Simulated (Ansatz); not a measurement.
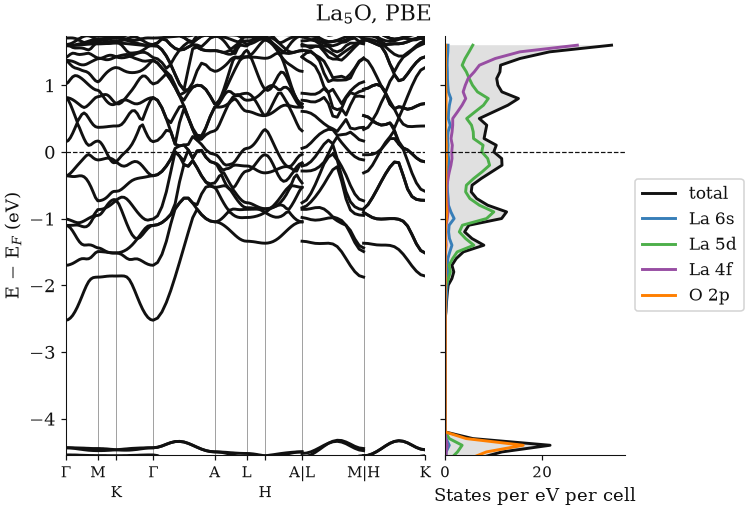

Band structure and density of states. Energies are counted from the Fermi level. The partial curves are projected on Löwdin-orthogonalised atomic shells.

### Which Bravais lattice do the labels of the path belong to?

A hexagonal (primitive) lattice: the path Γ–M–K–Γ–A–L–H–A|L–M|H–K runs through the special points of its Brillouin zone.

The Ansatz input:

```
crystal:
  lattice:
    - [7.7869094179, 3.3e-09, 0.0]
    - [-3.8934547118, 6.7436613712, 0.0]
    - [0.0, 0.0, 3.5022970104]
  atoms:
    - { symbol: La, position: [0.7474440599, 0.0, 0.0] }
    - { symbol: La, position: [0.6666666667, 0.3333333333, 0.5] }
    - { symbol: La, position: [0.2525559401, 0.2525559401, 0.0] }
    - { symbol: La, position: [0.3333333333, 0.6666666667, 0.5] }
    - { symbol: La, position: [0.0, 0.7474440599, 0.0] }
    - { symbol: O, position: [0.0, 0.0, 0.5] }
basis:
  ecutwfc: 420
kpoints:
  mp_grid: { grid: [6, 6, 12] }
  band_path:
    path:
      - [[0.0, 0.0, 0.0], [0.5, 0.0, 0.0], [0.33333333, 0.33333333, 0.0], [0.0, 0.0, 0.0], [0.0, 0.0, 0.5], [0.5, 0.0, 0.5], [0.33333333, 0.33333333, 0.5], [0.0, 0.0, 0.5]]
      - [[0.5, 0.0, 0.5], [0.5, 0.0, 0.0]]
      - [[0.33333333, 0.33333333, 0.5], [0.33333333, 0.33333333, 0.0]]
    npoints: 14
hamiltonian:
  xc: pbe
scf:
  occupations: { method: gaussian, width: 0.1 }
  n_extra_bands: 15
output:
  forces: true
  stress: true
  eigenvalues: true
  populations: true
  dos: { projected: true, de: 0.02, nscf_kmesh: { grid: [8, 8, 15] } }
  bader: true
  write_density: true
  write_potential: true
  elf: true
  volumetric_format: npy
```

Run as:
```bash
ansatz run input.yaml --threads 1 --pin off --max-ram 2560MiB --backend cpu --events-out ev --progress --plain --runs-dir out
```

### Is there a gap at the Fermi level?

A metal: bands cross the Fermi level along this path.

### Which states dominate at the Fermi level?

By projected weight, the states within 0.3 eV of the Fermi level are La 5d (75 %) and La 4f (10 %).

The structure is an invented one, so it need not be a known or stable phase. The electron count is odd and the run has no spin polarisation, so a magnetic state may lie lower.
